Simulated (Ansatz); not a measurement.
Take the following structure.

```cif
data_structure
_symmetry_space_group_name_H-M 'P 42/m n m'
_symmetry_Int_Tables_number 136
_cell_length_a 4.8290
_cell_length_b 4.8290
_cell_length_c 3.2368
_cell_angle_alpha 90.000
_cell_angle_beta 90.000
_cell_angle_gamma 90.000
_cell_volume 75.48
loop_
_atom_site_label
_atom_site_type_symbol
_atom_site_symmetry_multiplicity
_atom_site_Wyckoff_symbol
_atom_site_fract_x
_atom_site_fract_y
_atom_site_fract_z
_atom_site_occupancy
Sn1 Sn 2 a 0.00000 0.00000 0.00000 1
O1 O 4 g 0.80659 0.80659 0.50000 1
```

What does this file describe?

Answer. Chemical formula SnO₂. Within 0.01 Å the space group is P4_2/mnm (No. 136), primitive tetragonal: rutile. Atoms per cell: 12 (4 Sn, 8 O). Sn sits among six O in a distorted octahedral arrangement at 2.09 Å. Each O atom is coordinated by three Sn at 2.09 Å. The bonds build a three-dimensional framework.

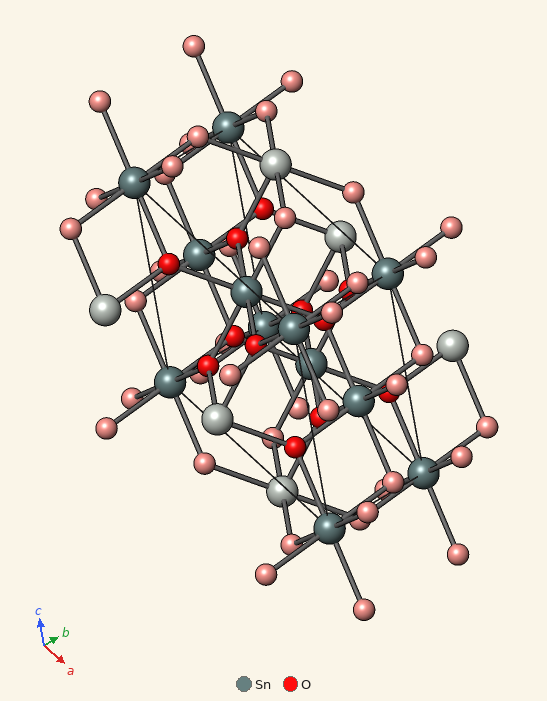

This ball-and-stick model is shown slightly off an axis. The unit cell is drawn as a box. Every bond is drawn to its end, so some atoms lie outside the box, in fainter colours. Colours: tin teal, oxygen red.

The structure comes from a structure listed in the Materials Project. The structure drawn was relaxed with DFT PBE, scalar-relativistic, plane waves, PAW in Ansatz.
